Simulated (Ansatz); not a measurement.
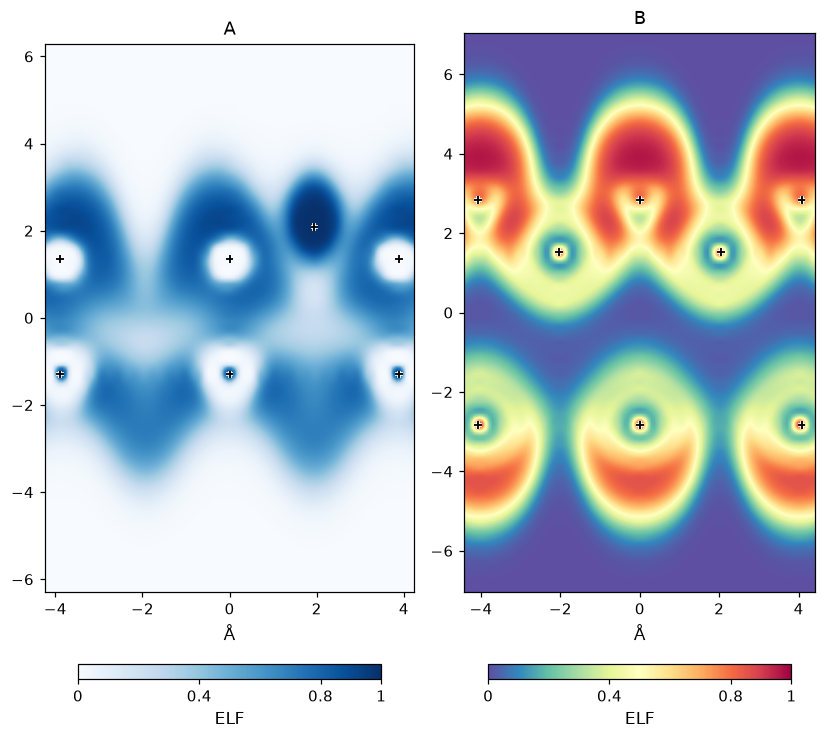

The ELF of 2 systems, each on a plane through atoms (crosses mark nuclei in the plane).

Theory: Ansatz, DFT PBE, scalar-relativistic, plane waves, PAW.

System 1: SiGe4 (slab), the (010) plane of the calculation cell, a cut from vacuum to vacuum. Not relaxed (largest force 0.5 eV/Å); PAW files of the earlier set (soft_1).

```yaml
crystal:
  lattice:
    - [4.07405, 0.00000, 0.00000]
    - [0.00000, 4.07405, 0.00000]
    - [0.00000, 0.00000, 19.85576]
  atoms:
    - { symbol: Ge, position: [0.00000, 0.50000, 0.20145] }
    - { symbol: Ge, position: [0.00000, 0.00000, 0.27400] }
    - { symbol: Ge, position: [0.50000, 0.00000, 0.34937] }
    - { symbol: Ge, position: [0.50000, 0.50000, 0.42082] }
    - { symbol: Si, position: [0.00000, 0.50000, 0.48725] }
```

System 2: Al8P8H (slab), the (100) plane of the calculation cell, a cut from vacuum to vacuum. Not relaxed (largest force 0.5 eV/Å); PAW files of the earlier set (soft_1); the program warned that a starting moment wasn't kept; spin-polarised, but the moments vanished.

```yaml
crystal:
  lattice:
    - [7.78740, 0.00000, 0.00000]
    - [-3.89370, 6.74408, 0.00000]
    - [0.00000, 0.00000, 18.94071]
  atoms:
    - { symbol: P, position: [0.00000, 0.00000, 0.21119] }
    - { symbol: P, position: [0.00000, 0.50000, 0.21119] }
    - { symbol: P, position: [0.50000, 0.00000, 0.21119] }
    - { symbol: P, position: [0.50000, 0.50000, 0.21119] }
    - { symbol: Al, position: [0.16667, 0.33333, 0.25315] }
    - { symbol: Al, position: [0.16667, 0.83333, 0.25315] }
    - { symbol: Al, position: [0.66667, 0.33333, 0.25315] }
    - { symbol: Al, position: [0.66667, 0.83333, 0.25315] }
    - { symbol: P, position: [0.16667, 0.33333, 0.39284] }
    - { symbol: P, position: [0.16667, 0.83333, 0.39284] }
    - { symbol: P, position: [0.66667, 0.33333, 0.39284] }
    - { symbol: P, position: [0.66667, 0.83333, 0.39284] }
    - { symbol: Al, position: [0.33333, 0.16667, 0.35929] }
    - { symbol: Al, position: [0.33333, 0.66667, 0.35929] }
    - { symbol: Al, position: [0.83333, 0.16667, 0.35929] }
    - { symbol: Al, position: [0.83333, 0.66667, 0.35929] }
    - { symbol: H, position: [0.16667, 0.58333, 0.43207] }
```

Q: Match each panel to its system.

A: Panel A is system 2, Al8P8H: the plane holds Al, P and H. Panel B is system 1, SiGe4: the plane holds Ge and Si. Si–Ge (2.43 Å): the ELF peaks at about 0.90 in the valence shell of Si, 1.0 Å from its nucleus, and is about 0.85 at the midpoint.
